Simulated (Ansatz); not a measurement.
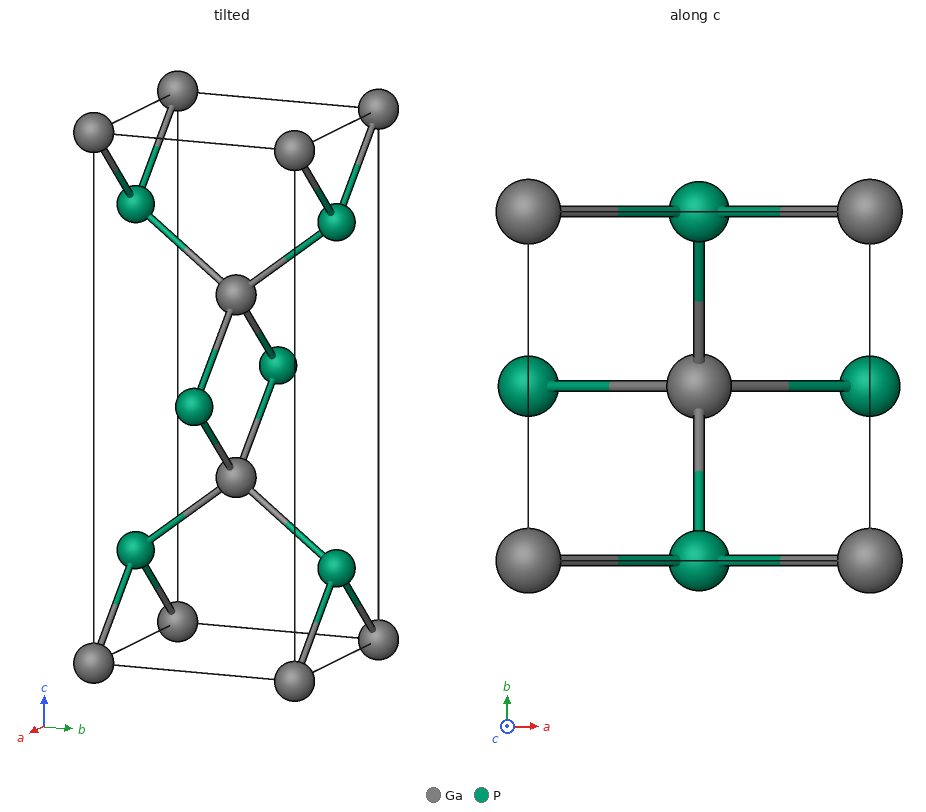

Crystal structure, ball-and-stick style, seen slightly off an axis and along the c axis. The edges of the conventional unit cell are marked. Cell: a = 3.67 Å, b = 3.76 Å, c = 9.34 Å, α = 90.00°, β = 90.00°, γ = 90.00°.

Source of the structure: a structure type filled with these elements by a generator (whether the compound takes this form wasn't checked). Earlier steps of the study may have refined or changed the cell and positions. It went into a calculation with Ansatz.

**Caption:**

The stoichiometry is GaP. It is primitive orthorhombic, space group Pmmm (No. 47). In the cell are 3 Ga, 3 P, which makes 3 formula units. The Ga atoms are each bonded to four P at about 2.4 to 2.5 Å. The P atoms are each bonded to four Ga at about 2.4 to 2.5 Å. The bonds build a three-dimensional framework.

Computational set-up: DFT PBE, scalar-relativistic, plane waves, PAW in Ansatz, plane waves up to 420 eV, the zone sampled with 10×10×4 points, Gaussian smearing of 0.1 eV, no spin polarisation.

**What is the band gap, if any?**

A metal: bands cross the Fermi level.

**What does a Bader analysis give?**

Ga +0.71 to +0.80 e; P -0.81 to -0.75 e.

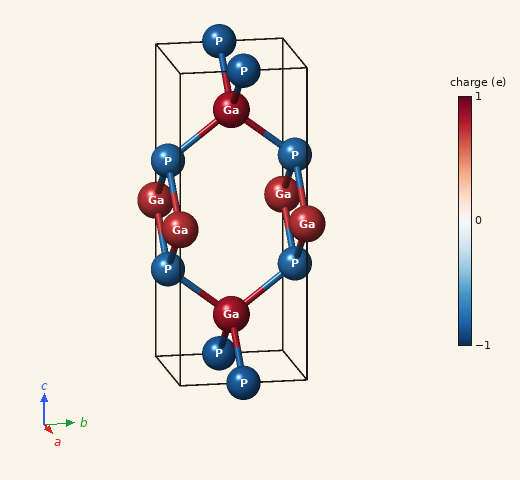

The atoms coloured by those charges. The run's cell of 6 atoms is drawn, so axes and origin can differ from the first picture.

**Has the structure come to rest?**

Yes. All forces vanish to within 0.01 eV/Å. The pressure is 0.0 GPa, close to zero.
